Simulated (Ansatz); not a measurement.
## TiAl3: a changed input and its effect

System: TiAl3 (I4/mmm, 4 atoms in the cell).
Method of run A: DFT PBE, scalar-relativistic, plane waves, PAW, no spin polarisation (Ansatz 0.2.0).

The structure derives from a Materials Project entry. Text and figures count atoms from 1; the logs count them from 0 in places.

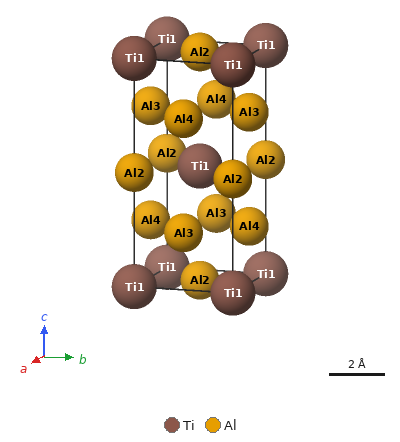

Figure 1. The structure as given in the input (spheres-only view of the cell 2 times as large as that of the calculation, set on its symmetry axes, seen slightly off an axis; atoms are numbered from 1 in the order of the input).

Input, run A:
```yaml
crystal:
  lattice:
    - [-1.9111067713, 1.9111067713, 4.2806687947]
    - [1.9111067713, -1.9111067713, 4.2806687947]
    - [1.9111067713, 1.9111067713, -4.2806687947]
  atoms:
    - { symbol: Ti, position: [0.0, 0.0, 0.0] }
    - { symbol: Al, position: [0.5, 0.5, 0.0] }
    - { symbol: Al, position: [0.75, 0.25, 0.5] }
    - { symbol: Al, position: [0.25, 0.75, 0.5] }
basis:
  ecutwfc: 420
kpoints:
  mp_grid: { grid: [16, 16, 16] }
hamiltonian:
  xc: pbe
scf:
  occupations: { method: gaussian, width: 0.1 }
output:
  forces: true
  stress: true
  eigenvalues: true
  populations: true
```

Command:
```bash
ansatz run input.yaml --threads 1 --pin off --max-ram 2560MiB --backend cpu --events-out ev --progress --plain --runs-dir out
```

Hardware: 1 thread of Arm Neoverse V1, 24 GiB of memory available, shared host.

Output, shortened to warnings, some set-up lines, iterations and results (run A):
```
Basis set: ecut = 420 eV, 1203 PW (Γ), exchange–correlation on 72×72×72 points (8 copies of the dense FFT grid, shifted against one another)
Symmetry: 16 space group operations
k-points: 349 of 4096
Initial density: superposition of atomic densities (neutral atoms: chi_scale 0, normalization atom), corrected by the library's trained network
[...]
SCF iter   1: F=—  HF=-4113.759594 eV  |F-HF|=—  |Δ(HF+E_count)|=         —  Δρ=3.19e-3  dr2=9.19e-3  ethr=1.77e-3  ⟨swp⟩=5.4  Hψ=30141  notcnv=0
SCF iter   2: F=—  HF=-4113.758405 eV  |F-HF|=—  |Δ(HF+E_count)|=   1.19e-3  Δρ=1.57e-3  dr2=2.14e-3  ethr=4.38e-5  ⟨swp⟩=1.0  Hψ=8027  notcnv=0
SCF iter   3: F=—  HF=-4113.758133 eV  |F-HF|=—  |Δ(HF+E_count)|=   2.72e-4  Δρ=2.96e-4  dr2=6.16e-5  ethr=1.02e-5  ⟨swp⟩=2.0  Hψ=6125  notcnv=0
SCF iter   4: F=—  HF=-4113.758135 eV  |F-HF|=—  |Δ(HF+E_count)|=   2.46e-6  Δρ=3.85e-5  dr2=1.16e-6  ethr=2.93e-7  ⟨swp⟩=2.5  Hψ=7319  notcnv=0
SCF iter   5: F=-4113.758135 eV  HF=-4113.758135 eV  |F-HF|=4.85e-9  |Δ(HF+E_count)|=   1.92e-7  Δρ=8.46e-6  dr2=3.36e-8  ethr=5.50e-9  ⟨swp⟩=2.4  Hψ=7448  notcnv=0
SCF iter   6: F=-4113.758135 eV  HF=-4113.758135 eV  |F-HF|=8.66e-10  |Δ(HF+E_count)|=   1.02e-9  Δρ=1.55e-6  dr2=1.78e-9  ethr=1.60e-10  ⟨swp⟩=2.6  Hψ=17311  notcnv=0
SCF 1 converged in 6 iterations: F = -4113.758135 eV  dr2 = 1.78e-9
SCF converged after 6 iterations
Free energy (F): -4113.758135 eV
Harris-Foulkes:  -4113.758135 eV  (|F-HF|=8.66e-10)
Internal energy: -4113.749506 eV  (E = F + TS)
E sigma→0 (E₀):  -4113.753820 eV
Entropy (-TS):   -0.008629 eV (-2.157 meV/atom)
Fermi energy:    9.712349 eV
--- Per-component energies (eV) ---
  E_band       = -149.955447
  E_kinetic    = 344.416433
  E_local      = -1187.458958  (includes V_loc(G=0)·N_el)
  E_nonlocal   = 40.367538
  E_hartree    = 523.522190
  E_xc         = -218.404121
  E_vxc        = -211.108896  (∫ρ·V_xc dr)
  E_paw        = -2450.801945  (= ΣΔE_a)
  E_vpaw       = -183.214710  (= ΣTr[D̂ρ^β])
  E_aug_tail   = 0.000113  (compensation charges beyond the density's cutoff)
  E_ewald      = -1165.390755
  E_smearing   = -0.008629  (= −TS)
  E_closure    = -0.000000  (closes the sum)
  Σ components = -4113.758135   (vs F -4113.758135, Δ=0.00e0)
--- Forces (eV/Å), atoms counted from 1 ---
  atom   1  Ti    -0.00000000     0.00000000     0.00000000
  atom   2  Al     0.00000000    -0.00000000    -0.00000000
  atom   3  Al     0.00000000    -0.00000000     0.00000000
  atom   4  Al     0.00000000    -0.00000000     0.00000000
  max |Σ_I F_I| component: 1.04e-17 eV/Å
--- Stress (GPa, compression-positive) ---
        2.067794       0.000000       0.000000
        0.000000       2.067794       0.000000
        0.000000       0.000000       2.153655
  P = ⅓ Tr σ = 2.0964 GPa (20.964 kbar)
--- Löwdin populations: 4 sites ---
  site symbol       q [e]
     0     Ti     11.5196
     1     Al      3.0844
     2     Al      3.1241
     3     Al      3.1241
  spilling = 0.007035 (of n_electrons = 21.000000)
```

The input of run B differs as follows (lines with − go, lines with + come):
```diff
-  mp_grid: { grid: [16, 16, 16] }
+  mp_grid: { grid: [6, 6, 6] }
-  populations: true
```

Predict how the results change.

The free energy of run B is 1.2 meV per atom lower, which measures how much it depends on this numerical setting. The number of SCF iterations is the same. The irreducible k-points go from 349 to 30.

Output, shortened to warnings, some set-up lines, iterations and results (run B):
```
Basis set: ecut = 420 eV, 1203 PW (Γ), exchange–correlation on 72×72×72 points (8 copies of the dense FFT grid, shifted against one another)
Symmetry: 16 space group operations
k-points: 30 of 216
Initial density: superposition of atomic densities (neutral atoms: chi_scale 0, normalization atom), corrected by the library's trained network
[...]
SCF iter   1: F=—  HF=-4113.764413 eV  |F-HF|=—  |Δ(HF+E_count)|=         —  Δρ=3.39e-3  dr2=1.11e-2  ethr=1.77e-3  ⟨swp⟩=5.3  Hψ=2568  notcnv=0
SCF iter   2: F=—  HF=-4113.763029 eV  |F-HF|=—  |Δ(HF+E_count)|=   1.38e-3  Δρ=1.51e-3  dr2=2.19e-3  ethr=5.31e-5  ⟨swp⟩=1.0  Hψ=690  notcnv=0
SCF iter   3: F=—  HF=-4113.762787 eV  |F-HF|=—  |Δ(HF+E_count)|=   2.41e-4  Δρ=3.19e-4  dr2=5.74e-5  ethr=1.04e-5  ⟨swp⟩=2.0  Hψ=515  notcnv=0
SCF iter   4: F=—  HF=-4113.762793 eV  |F-HF|=—  |Δ(HF+E_count)|=   5.45e-6  Δρ=4.74e-5  dr2=1.46e-6  ethr=2.73e-7  ⟨swp⟩=2.0  Hψ=597  notcnv=0
SCF iter   5: F=-4113.762792 eV  HF=-4113.762792 eV  |F-HF|=3.02e-9  |Δ(HF+E_count)|=   2.67e-7  Δρ=7.03e-6  dr2=2.35e-8  ethr=6.93e-9  ⟨swp⟩=1.7  Hψ=586  notcnv=0
SCF iter   6: F=-4113.762792 eV  HF=-4113.762792 eV  |F-HF|=6.18e-10  |Δ(HF+E_count)|=   1.17e-9  Δρ=1.17e-6  dr2=1.24e-9  ethr=1.12e-10  ⟨swp⟩=2.8  Hψ=1523  notcnv=0
SCF 1 converged in 6 iterations: F = -4113.762792 eV  dr2 = 1.24e-9
SCF converged after 6 iterations
Free energy (F): -4113.762792 eV
Harris-Foulkes:  -4113.762792 eV  (|F-HF|=6.18e-10)
Internal energy: -4113.756292 eV  (E = F + TS)
E sigma→0 (E₀):  -4113.759542 eV
Entropy (-TS):   -0.006500 eV (-1.625 meV/atom)
Fermi energy:    9.717654 eV
--- Per-component energies (eV) ---
  E_band       = -150.061680
  E_kinetic    = 344.389412
  E_local      = -1187.328162  (includes V_loc(G=0)·N_el)
  E_nonlocal   = 40.354366
  E_hartree    = 523.415667
  E_xc         = -218.403785
  E_vxc        = -211.108430  (∫ρ·V_xc dr)
  E_paw        = -2450.793148  (= ΣΔE_a)
  E_vpaw       = -183.199322  (= ΣTr[D̂ρ^β])
  E_aug_tail   = 0.000113  (compensation charges beyond the density's cutoff)
  E_ewald      = -1165.390755
  E_smearing   = -0.006500  (= −TS)
  E_closure    = -0.000000  (closes the sum)
  Σ components = -4113.762792   (vs F -4113.762792, Δ=0.00e0)
--- Forces (eV/Å), atoms counted from 1 ---
  atom   1  Ti    -0.00000000     0.00000000    -0.00000000
  atom   2  Al     0.00000000    -0.00000000     0.00000000
  atom   3  Al    -0.00000000    -0.00000000     0.00000000
  atom   4  Al     0.00000000    -0.00000000     0.00000000
  max |Σ_I F_I| component: 3.47e-18 eV/Å
--- Stress (GPa, compression-positive) ---
        2.030620       0.000000      -0.000000
        0.000000       2.030620       0.000000
        0.000000       0.000000       2.246148
  P = ⅓ Tr σ = 2.1025 GPa (21.025 kbar)
```

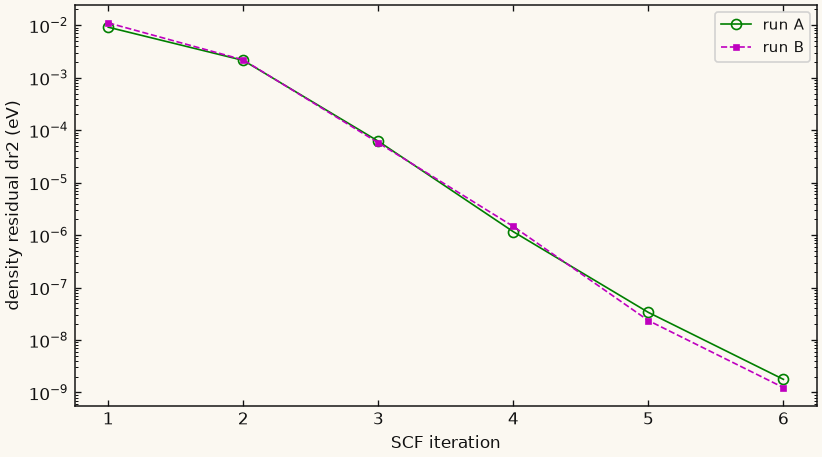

Figure 2. Convergence of the two runs: density residual dr2 against the SCF iteration. Run A takes 6 iterations in all, and run B takes 6.

The two runs side by side:

| quantity | run A | run B |
| --- | --- | --- |
| outcome | converged | converged |
| free energy per atom (eV) | −1028.4395 | −1028.4407 |
| energy per atom, smearing taken to zero (eV) | −1028.4385 | −1028.4399 |
| gap on the mesh (eV) | 0.00 | 0.00 |
| pressure (GPa) | 2.10 | 2.10 |
| largest force (eV/Å) | 0.000 | 0.000 |
| SCF iterations | 6 | 6 |
| irreducible k-points | 349 | 30 |
| plane waves at Γ | 1203 | 1203 |
| wall time (shared host) | 22 s | 1.9 s |
